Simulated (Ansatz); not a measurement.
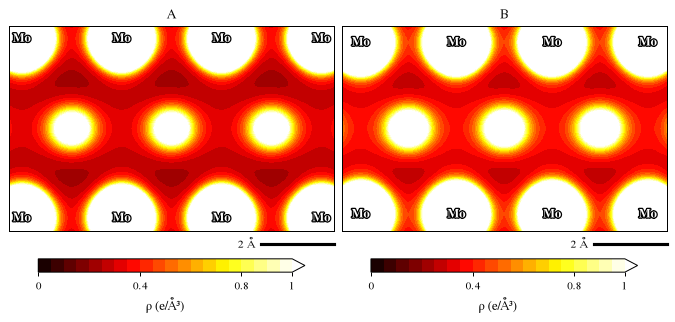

Mo. The valence pseudo-density of two cells that differ in size, on the (100) plane of each (indices in the axes of the calculation cell), at one length scale and on one colour scale: A has 16.0 Å³ an atom and B 14.1.

These are results of DFT, r2SCAN, plane waves (500 eV) with PAW, scalar-relativistic in Ansatz, not measurements.

Core electrons are frozen (PAW), and the valence fields are smoothed inside the atomic spheres.

The larger cell:

```xyz
2
Lattice="2.7384 0.0000 0.0000 -1.3692 2.3716 0.0000 0.0000 0.0000 4.9191" Properties=species:S:1:pos:R:3 pbc="T T T"
Mo    0.0000    1.5810    1.2298
Mo    1.3692    0.7905    3.6893
```

The smaller cell: a = 2.624 Å, b = 2.624 Å, c = 4.714 Å, α = 90.00°, β = 90.00°, γ = 120.00°.

Q: What does the compression do to the bonding and the properties?

A: From the larger cell to the smaller, Mo–Mo goes from 2.74 to 2.62 Å, and the density at its midpoint from 0.38 to 0.45 e/Å³.
